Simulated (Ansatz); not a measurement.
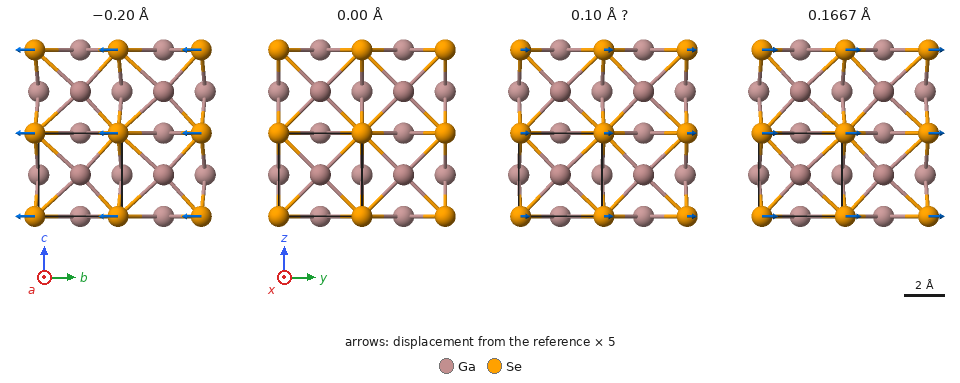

Energy scan for crystalline Ga₃Se (Pm-3m), in which the Se atom (one in each cell of 4 atoms) is moved along Cartesian [0 1 0], all else fixed. A ball-and-stick model of the cell of the calculation, repeated 1 × 2 × 2 with one cell outlined, seen along the a axis. Blue arrows: displacements from the reference.

These are results of DFT PBEsol+D3(BJ), scalar-relativistic, plane waves, PAW in Ansatz 0.2.0, not measurements. Set-up: plane-wave cutoff 420 eV; k-point mesh 12 × 12 × 12; occupations gaussian; smearing width 0.15 eV; no spin polarisation. Energies (free energies at the smearing named) are counted from the relaxed crystal.

```tsv
displacement (Å)	E − E(ref) (meV/cell)
−0.2000	21.6
−0.0667	2.3
0.0000	0.0
0.0333	0.6
0.1000	?
0.1333	9.4
0.1667	14.8
```

Q: Fill in the missing row.

A: A straight line between the two neighbours gives 6.5 meV/cell. A cubic through the four nearest rows (0.0000, 0.0333, 0.1333, 0.1667) gives, with Lagrange weights, (−0.2002)(0.0) + (0.5000)(0.6) + (0.9993)(9.4) + (−0.2990)(14.8) = 5.3 meV/cell. The calculation gives 5.2 meV/cell, so the cubic is 0.1 meV/cell too high and the straight line 1.3 meV/cell too high, as the curve bends upwards here.

The whole profile:

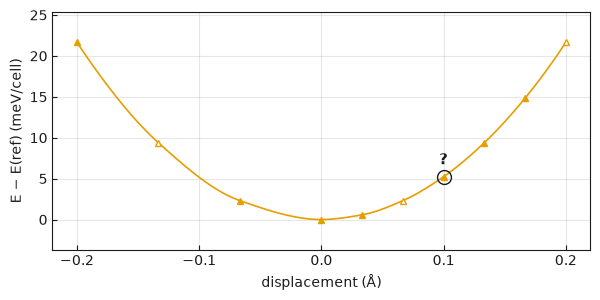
